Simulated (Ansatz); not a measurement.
## Al15Co: geometry relaxation (part 2 of 2)

The same run, continued: Al15Co (defect cell, 16 atoms in the cell); DFT PBE, scalar-relativistic, plane waves, PAW, spin-polarised (Ansatz 0.2.0); cutoff 420 eV, 7×7×7 k-mesh, Gaussian smearing of 0.1 eV, collinear spins. The structure derives from a Materials Project entry. It belongs to a series of runs on one base structure; here: Co on a Al site (a), charge +0, atoms relaxed at the host's cell.

Geometry of the input (Å; fractional positions):
```
-4.0416  4.0416  -4.0416
4.0416  4.0416  4.0416
4.0416  -4.0416  -4.0416
Co 0.2500  -0.0000  0.7500
Al 0.0000  0.2500  0.7500
Al 0.5000  0.0000  0.5000
Al 0.7500  0.5000  0.7500
Al 0.2500  0.2500  0.5000
Al 0.5000  0.7500  0.7500
Al 0.0000  0.5000  0.5000
Al 0.7500  0.0000  0.2500
Al 0.5000  0.2500  0.2500
Al 0.7500  0.7500  0.5000
Al 0.0000  0.0000  0.0000
Al 0.2500  0.5000  0.2500
Al -0.0000  0.7500  0.2500
Al 0.7500  0.2500  0.0000
Al 0.5000  0.5000  0.0000
Al 0.2500  0.7500  -0.0000
```

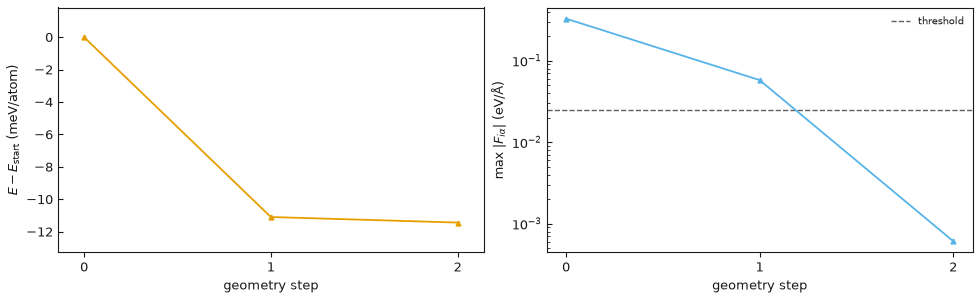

Progress of the relaxation, step by step (the first geometry is step 0 here and step 1 in the log).

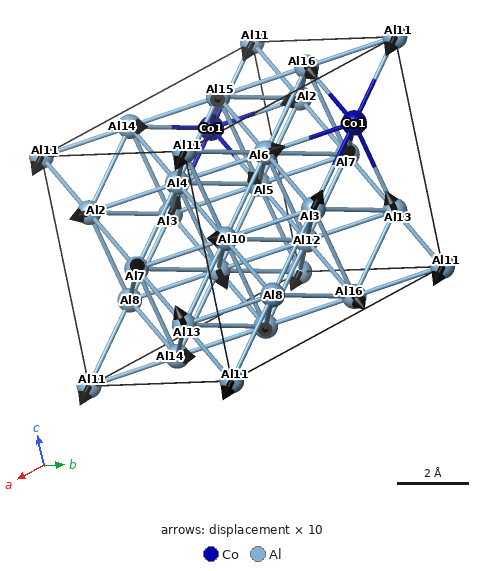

The starting structure with the displacements as black arrows, magnified 10 times (ball-and-stick view of the cell of the calculation, seen at an oblique angle). After 2 geometry steps the energy has fallen by 11.4 meV per atom. The largest force component goes from 0.33 to 0.00061 eV/Å. The largest moves, 0.065 Å, are those of 12 atoms (Al2, Al3, Al5, Al6 and others). Co stays in place. The cell stays as it was. Among the contacts that change: Co1–Al10 2.858 → 2.793 Å, Al10–Al12 2.858 → 2.923 Å, Al10–Al11 2.858 → 2.793 Å. (Atoms are counted from 1 in the order of the input.)

```
SCF converged after 9 iterations
Magnetization: -0.0000 μB (31.0000 up, 31.0000 down)
Absolute magnetization: 0.0000 μB (∫|ρ↑−ρ↓|, with the PAW one-centre terms)
Spin contamination: 0.0000 ħ² per cell (⟨S²⟩ above its minimum at these occupations)
Per-site moments (μB) at R_I (Å): [(-1.4660598591393225e-7, 1.152037677874134), (8.491364699957569e-10, 1.152037677874134), (8.491365026840293e-10, 1.1520376778741344), (3.9738133685860936e-10, 1.1791714856211606), (8.491363742589117e-10, 1.152037677874134), (8.49136481543564e-10, 1.1520376778741344), (8.491365057878551e-10, 1.1520376778741344), (3.973811683310491e-10, 1.1791714856211601), (8.491364853022869e-10, 1.152037677874134), (8.491364299332102e-10, 1.1520376778741346), (8.491365094396502e-10, 1.1520376778741344), (3.973812123815269e-10, 1.1791714856211604), (8.491364769149035e-10, 1.152037677874134), (8.491364262480441e-10, 1.1520376778741341), (8.491364506512676e-10, 1.152037677874134), (8.491363865578273e-10, 1.1520376778741346)]
Free energy (F): -13189.064038 eV
Harris-Foulkes:  -13189.064038 eV  (|F-HF|=8.92e-8)
Internal energy: -13189.024667 eV  (E = F + TS)
E sigma→0 (E₀):  -13189.044352 eV
Entropy (-TS):   -0.039371 eV (-2.461 meV/atom)
Fermi energy:    8.145689 eV
--- Per-component energies (eV) ---
  E_band       = -244.994249
  E_kinetic    = 788.972010
  E_local      = -5245.263011  (includes V_loc(G=0)·N_el)
  E_nonlocal   = 611.660996
  E_hartree    = 2391.005539
  E_xc         = -751.467299
  E_vxc        = -634.891817  (∫ρ·V_xc dr)
  E_paw        = -8527.120469  (= ΣΔE_a)
  E_vpaw       = -547.514075  (= ΣTr[D̂ρ^β])
  E_aug_tail   = 0.000051  (compensation charges beyond the density's cutoff)
  E_ewald      = -2456.812484
  E_smearing   = -0.039371  (= −TS)
  E_closure    = 0.000000  (closes the sum)
  Σ components = -13189.064038   (vs F -13189.064038, Δ=0.00e0)
--- Forces (eV/Å), atoms counted from 1 ---
  atom   1  Co     0.00000000     0.00000000    -0.00000000
  atom   2  Al     0.00061208    -0.00000000     0.00061208
  atom   3  Al    -0.00061208     0.00061208     0.00000000
  atom   4  Al     0.00000000     0.00000000    -0.00000000
  atom   5  Al     0.00000000     0.00061208     0.00061208
  atom   6  Al    -0.00061208    -0.00000000    -0.00061208
  atom   7  Al    -0.00061208    -0.00061208     0.00000000
  atom   8  Al     0.00000000    -0.00000000    -0.00000000
  atom   9  Al     0.00061208     0.00000000    -0.00061208
  atom  10  Al     0.00000000    -0.00061208     0.00061208
  atom  11  Al     0.00061208    -0.00061208    -0.00000000
  atom  12  Al    -0.00000000    -0.00000000    -0.00000000
  atom  13  Al    -0.00061208     0.00000000     0.00061208
  atom  14  Al     0.00000000     0.00061208    -0.00061208
  atom  15  Al     0.00061208     0.00061208     0.00000000
  atom  16  Al     0.00000000    -0.00061208    -0.00061208
  max |Σ_I F_I| component: 1.05e-17 eV/Å
--- Band table (eV; the first three rows and the last of 40) ---
  k-point 0 ↑: bands = ["-86.3443", "-49.6488", "-49.6488", "-49.6488", "-2.7753", "1.4652", "1.4652", "1.4652", "1.5799", "1.5799", "1.6424", "1.6424", "1.6424", "1.7140", "1.7140", "1.7140", "2.6008", "5.4540", "5.4540", "5.4540", "5.9645", "5.9645", "6.6610", "6.6610", "6.6610", "6.9477", "7.9130", "7.9130", "9.0687", "9.4569", "9.4569", "9.4569", "9.5706", "9.5706", "9.8890", "9.8890", "9.8890", "10.2928", "10.2928", "10.2928", "11.1357", "11.1357", "11.1357", "11.1647", "11.1647", "11.1647", "11.2320", "11.2320", "11.2320"]
  k-point 1 ↑: bands = ["-86.3443", "-49.6488", "-49.6488", "-49.6488", "-2.6830", "0.4825", "1.0253", "1.0406", "1.0951", "1.2865", "1.7627", "1.7636", "2.2485", "2.3130", "2.3343", "2.6986", "3.1825", "4.7140", "4.7899", "5.5155", "6.1568", "6.5328", "6.5850", "6.6414", "6.6451", "7.4688", "8.0731", "8.1136", "8.3508", "8.4106", "8.5500", "8.7730", "9.0573", "9.5338", "9.6175", "9.8205", "9.8601", "10.0371", "10.1612", "10.3158", "10.9683", "11.1833", "11.2250", "11.3620", "11.4358", "11.5896", "11.6906", "12.2618", "12.3575"]
  k-point 2 ↑: bands = ["-86.3443", "-49.6488", "-49.6488", "-49.6488", "-2.4070", "-0.4938", "0.6781", "0.6873", "0.7402", "0.9821", "2.0226", "2.0339", "3.0894", "3.1779", "3.1870", "3.5522", "3.8618", "3.9574", "4.4962", "5.6392", "6.2708", "6.3259", "6.4729", "6.5308", "6.5663", "7.1214", "7.2787", "7.3011", "7.7002", "7.7530", "8.2097", "9.1298", "9.2379", "9.2734", "9.3617", "9.4519", "9.5792", "9.8383", "10.0414", "10.2931", "10.3835", "11.4161", "11.6945", "11.6980", "11.7383", "12.1024", "12.3566", "12.3688", "12.5233"]
  k-point 19 ↓: bands = ["-86.3443", "-49.6488", "-49.6488", "-49.6488", "-1.1370", "-0.5665", "-0.5665", "-0.5170", "-0.2948", "0.1932", "3.0485", "3.2150", "3.2150", "3.5074", "4.2585", "4.3673", "4.3673", "4.8974", "6.1804", "6.1804", "6.2804", "6.3431", "6.3691", "6.8496", "6.8496", "6.9143", "7.4741", "7.4944", "7.6081", "7.6081", "7.8536", "7.8536", "8.3558", "8.4403", "8.4403", "8.5978", "8.6111", "9.1073", "9.1073", "9.3507", "9.4439", "9.7040", "9.8629", "9.8629", "10.0943", "10.1997", "11.1707", "14.6001", "14.6106"]
--- Relaxed structure (3 steps of the walk, 3 accepted, 0 SCFs on fresh bases) ---
  F+E_penalty+E_count = -13189.06403798 eV   max|allowed force component| = 6.121e-4 eV/Å
  atoms:
    - { symbol: Co, position: [0.24999999999999997, 0.0, 0.7499999999999999] }
    - { symbol: Al, position: [0.005689484701575848, 0.24431051529842415, 0.75] }
    - { symbol: Al, position: [0.4943105152984241, 0.0, 0.5056894847015758] }
    - { symbol: Al, position: [0.7499999999999999, 0.49999999999999994, 0.7499999999999999] }
    - { symbol: Al, position: [0.24999999999999997, 0.24431051529842412, 0.5056894847015758] }
    - { symbol: Al, position: [0.49431051529842407, 0.7556894847015758, 0.75] }
    - { symbol: Al, position: [0.005689484701575847, 0.5113789694031516, 0.5056894847015758] }
    - { symbol: Al, position: [0.7499999999999999, 0.0, 0.24999999999999997] }
    - { symbol: Al, position: [0.49431051529842407, 0.24431051529842412, 0.23862103059684828] }
    - { symbol: Al, position: [0.7613789694031516, 0.7556894847015758, 0.5056894847015758] }
    - { symbol: Al, position: [0.0056894847015758485, 1.734723475976807e-18, -0.005689484701575847] }
    - { symbol: Al, position: [0.24999999999999997, 0.49999999999999994, 0.24999999999999997] }
    - { symbol: Al, position: [0.005689484701575848, 0.7556894847015758, 0.2613789694031517] }
    - { symbol: Al, position: [0.7386210305968482, 0.24431051529842415, -0.005689484701575848] }
    - { symbol: Al, position: [0.4943105152984241, 0.48862103059684825, -0.0056894847015758485] }
    - { symbol: Al, position: [0.25, 0.7556894847015758, -0.005689484701575848] }
--- Löwdin populations: 16 sites ---
  site symbol       q [e]    m [muB]
     0     Co     16.5284    -0.0000
     1     Al      2.9804     0.0000
     2     Al      2.9804     0.0000
     3     Al      2.9869    -0.0000
     4     Al      2.9804     0.0000
     5     Al      2.9804     0.0000
     6     Al      2.9804     0.0000
     7     Al      2.9869    -0.0000
     8     Al      2.9804     0.0000
     9     Al      2.9804     0.0000
    10     Al      2.9804     0.0000
    11     Al      2.9869    -0.0000
    12     Al      2.9804     0.0000
    13     Al      2.9804     0.0000
    14     Al      2.9804     0.0000
    15     Al      2.9804     0.0000
  spilling = 0.012037 (of n_electrons = 62.000000)
```

**File populations.tsv**
```
# site	symbol	l	j	q_up	q_dn
# orbitals = lowdin
# n_electrons = 62.000000
# spilling = 0.012037
0	Co	0_3S	-	0.987883	0.987883
0	Co	0_4S	-	0.253838	0.253838
0	Co	1_3P	-	2.997299	2.997299
0	Co	2_3D	-	4.025185	4.025185
1	Al	0_3S	-	0.457421	0.457421
1	Al	1_3P	-	1.032774	1.032774
2	Al	0_3S	-	0.457421	0.457421
2	Al	1_3P	-	1.032774	1.032774
3	Al	0_3S	-	0.490436	0.490436
3	Al	1_3P	-	1.003000	1.003000
4	Al	0_3S	-	0.457421	0.457421
4	Al	1_3P	-	1.032774	1.032774
5	Al	0_3S	-	0.457421	0.457421
5	Al	1_3P	-	1.032774	1.032774
6	Al	0_3S	-	0.457421	0.457421
6	Al	1_3P	-	1.032774	1.032774
7	Al	0_3S	-	0.490436	0.490436
7	Al	1_3P	-	1.003000	1.003000
8	Al	0_3S	-	0.457421	0.457421
8	Al	1_3P	-	1.032774	1.032774
9	Al	0_3S	-	0.457421	0.457421
9	Al	1_3P	-	1.032774	1.032774
10	Al	0_3S	-	0.457421	0.457421
10	Al	1_3P	-	1.032774	1.032774
11	Al	0_3S	-	0.490436	0.490436
11	Al	1_3P	-	1.003000	1.003000
12	Al	0_3S	-	0.457421	0.457421
12	Al	1_3P	-	1.032774	1.032774
13	Al	0_3S	-	0.457421	0.457421
13	Al	1_3P	-	1.032774	1.032774
14	Al	0_3S	-	0.457421	0.457421
14	Al	1_3P	-	1.032774	1.032774
15	Al	0_3S	-	0.457421	0.457421
15	Al	1_3P	-	1.032774	1.032774
```

**Trajectory as extended XYZ (Å, eV, eV/Å), 3 frames, from step=1 to step=3**
```
16
Lattice="-4.0416 4.0416 -4.0416 4.0416 4.0416 4.0416 4.0416 -4.0416 -4.0416" Properties=species:S:1:pos:R:3:forces:R:3 step=1 energy=-13188.88111
Co    2.0208   -2.0208   -4.0416    0.0000   0.0000   0.0000
Al    4.0416   -2.0208   -2.0208   -0.3286   0.0000  -0.3286
Al    0.0000    0.0000   -4.0416    0.3286  -0.3286   0.0000
Al    2.0208    2.0208   -4.0416    0.0000   0.0000   0.0000
Al    2.0208    0.0000   -2.0208    0.0000  -0.3286  -0.3286
Al    4.0416    2.0208   -2.0208    0.3286   0.0000   0.3286
Al    4.0416    0.0000    0.0000    0.3286   0.3286   0.0000
Al   -2.0208    2.0208   -4.0416    0.0000   0.0000   0.0000
Al    0.0000    2.0208   -2.0208   -0.3286   0.0000   0.3286
Al    2.0208    4.0416   -2.0208    0.0000   0.3286  -0.3286
Al    0.0000    0.0000    0.0000   -0.3286   0.3286   0.0000
Al    2.0208    2.0208    0.0000    0.0000   0.0000   0.0000
Al    4.0416    2.0208    2.0208    0.3286   0.0000  -0.3286
Al   -2.0208    4.0416   -2.0208    0.0000  -0.3286   0.3286
Al    0.0000    4.0416    0.0000   -0.3286  -0.3286   0.0000
Al    2.0208    4.0416    2.0208    0.0000   0.3286   0.3286
16
Lattice="-4.0416 4.0416 -4.0416 4.0416 4.0416 4.0416 4.0416 -4.0416 -4.0416" Properties=species:S:1:pos:R:3:forces:R:3 step=2 energy=-13189.05857
Co    2.0208   -2.0208   -4.0416    0.0000   0.0000   0.0000
Al    3.9878   -2.0208   -2.0746    0.0579   0.0000   0.0579
Al    0.0538   -0.0538   -4.0416   -0.0579   0.0579   0.0000
Al    2.0208    2.0208   -4.0416    0.0000   0.0000   0.0000
Al    2.0208   -0.0538   -2.0746    0.0000   0.0579   0.0579
Al    4.0954    2.0208   -1.9670   -0.0579   0.0000  -0.0579
Al    4.0954    0.0538    0.0000   -0.0579  -0.0579   0.0000
Al   -2.0208    2.0208   -4.0416    0.0000   0.0000   0.0000
Al   -0.0538    2.0208   -1.9670    0.0579   0.0000  -0.0579
Al    2.0208    4.0954   -2.0746    0.0000  -0.0579   0.0579
Al   -0.0538    0.0538    0.0000    0.0579  -0.0579   0.0000
Al    2.0208    2.0208    0.0000    0.0000   0.0000   0.0000
Al    4.0954    2.0208    1.9670   -0.0579   0.0000   0.0579
Al   -2.0208    3.9878   -1.9670    0.0000   0.0579  -0.0579
Al   -0.0538    3.9878    0.0000    0.0579   0.0579   0.0000
Al    2.0208    4.0954    2.0746    0.0000  -0.0579  -0.0579
16
Lattice="-4.0416 4.0416 -4.0416 4.0416 4.0416 4.0416 4.0416 -4.0416 -4.0416" Properties=species:S:1:pos:R:3:forces:R:3 step=3 energy=-13189.06404
Co    2.0208   -2.0208   -4.0416    0.0000   0.0000   0.0000
Al    3.9956   -2.0208   -2.0668    0.0006   0.0000   0.0006
Al    0.0460   -0.0460   -4.0416   -0.0006   0.0006   0.0000
Al    2.0208    2.0208   -4.0416    0.0000   0.0000   0.0000
Al    2.0208   -0.0460   -2.0668    0.0000   0.0006   0.0006
Al    4.0876    2.0208   -1.9748   -0.0006   0.0000  -0.0006
Al    4.0876    0.0460    0.0000   -0.0006  -0.0006   0.0000
Al   -2.0208    2.0208   -4.0416    0.0000   0.0000   0.0000
Al   -0.0460    2.0208   -1.9748    0.0006   0.0000  -0.0006
Al    2.0208    4.0876   -2.0668    0.0000  -0.0006   0.0006
Al   -0.0460    0.0460    0.0000    0.0006  -0.0006   0.0000
Al    2.0208    2.0208    0.0000    0.0000   0.0000   0.0000
Al    4.0876    2.0208    1.9748   -0.0006   0.0000   0.0006
Al   -2.0208    3.9956   -1.9748    0.0000   0.0006  -0.0006
Al   -0.0460    3.9956    0.0000    0.0006   0.0006   0.0000
Al    2.0208    4.0876    2.0668    0.0000  -0.0006  -0.0006
```

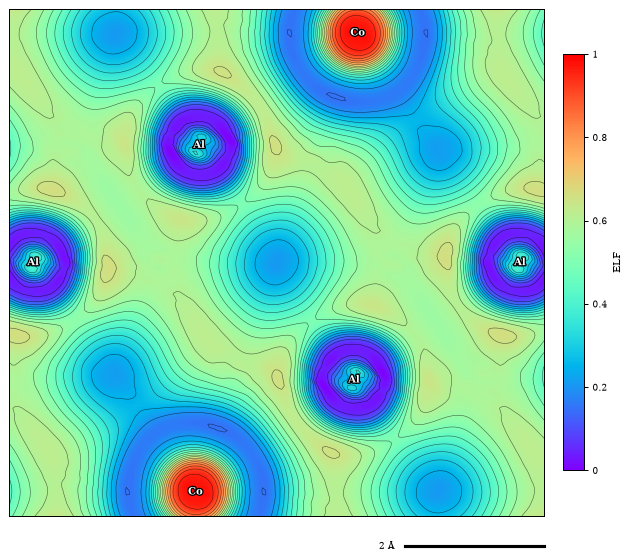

Electron localisation function on the (101̄) plane of the calculation cell. The plane passes through Co and Al nuclei. Al–Co (2.79 Å): the ELF is about 0.45 at the midpoint, as expected for metallic bonding. Al–Al (2.92 Å): the ELF is about 0.55 at the midpoint (nearly free electrons, as in a simple metal). The strong features right at Co lie inside the PAW spheres (semicore, d or f shells) and say nothing about bonding. Core electrons are frozen (PAW), so the fields are smoothed inside the atomic spheres.

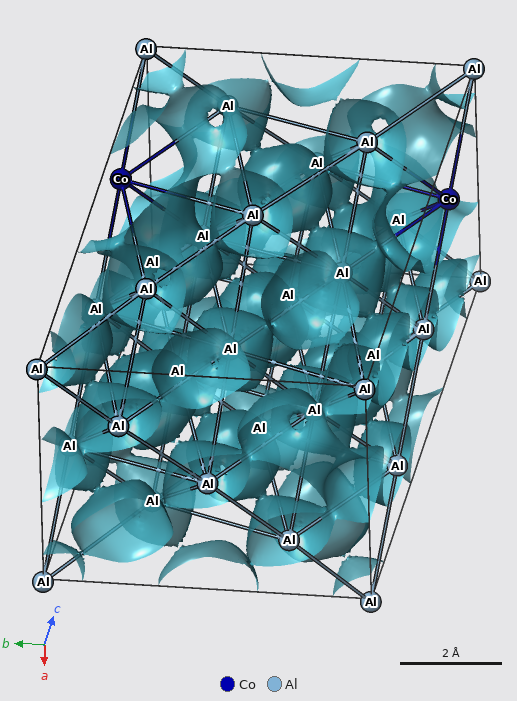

Isosurface of the ELF at 0.5 (cyan), seen at an oblique angle. Core shells and regions of very low density are left out. Sticks mark near contacts. The outline is the calculation cell. Along the contacts the grid gives the following. Al–Al (2.79 Å): the ELF peaks at about 0.65 between the atoms.

**Summary**

| quantity | value |
| --- | --- |
| outcome | converged |
| electrons treated | 62 |
| free energy | −13189.0640 eV |
| Fermi energy | 8.146 eV |
| gap on the k-point mesh | none (metallic) |
| net moment of the cell | 0.00 μB |
| integrated absolute moment | 0.00 μB |
| final volume | 264.07 Å³ |
| largest force (length of the vector) at the end | 0.001 eV/Å |
| wall time | 25 s (CPU time 93 s) |
| peak memory | 1 GiB |

**Notes**

Warnings of the run: some starting moments were not kept.
